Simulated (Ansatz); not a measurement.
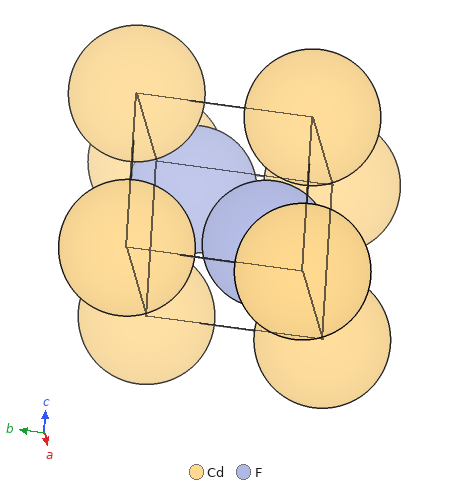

Structure drawing (space-filling), viewed from a general direction. The lines enclose the simulation cell; boundary atoms appear with their images.

Input
```yaml
crystal:
  lattice:
    - [0.0, 2.545459073, 2.545459073]
    - [2.545459073, 0.0, 2.545459073]
    - [2.545459073, 2.545459073, 0.0]
  atoms:
    - { symbol: Cd, position: [0.0, 0.0, 0.0] }
    - { symbol: F, position: [0.25, 0.25, 0.25] }
    - { symbol: F, position: [0.75, 0.75, 0.75] }
kpoints:
  mp_grid: { grid: [8, 8, 8] }
  band_path:
    path:
      - [0.0, 0.0, 0.0]
      - [0.5, 0.0, 0.5]
      - [0.625, 0.25, 0.625]
      - [0.375, 0.375, 0.75]
      - [0.5, 0.5, 0.5]
      - [0.5, 0.25, 0.75]
      - [0.25, -0.5, -0.25]
    npoints: 1
hamiltonian:
  xc: pbe
scf:
  occupations: { method: fermi_dirac, width: 0.02 }
  n_extra_bands: 4
output:
  forces: true
  stress: true
  eigenvalues: true
```
Run as:
```sh
ansatz run input.yaml --threads 4 --pin off --max-ram 3686MiB --backend cpu --events-out ev --progress --plain --runs-dir out
```

Electronic-structure method: Ansatz 0.2.0, DFT, PBE, plane waves, PAW. Parameters: an energy cutoff of 420 eV, an 8×8×8 k-point mesh, Fermi-Dirac smearing of 0.02 eV, no spin polarisation.

> Is the electronic structure metallic or gapped?

An insulator at this level, with a gap of 3.73 eV, indirect; the smallest direct gap is 3.96 eV.

> How far is the cell from zero pressure?

The computed pressure is 35.3 GPa (compressed: it would expand).

It goes back to a structure type filled with these elements by a generator (whether the compound takes this form wasn't checked). The cell was then strained or its atoms displaced on purpose. It was run through Ansatz as a DFT input.

At this level of theory the cell isn't at rest (compressed, at 35 GPa), so its distances can differ from those at equilibrium, the more so the softer the solid.
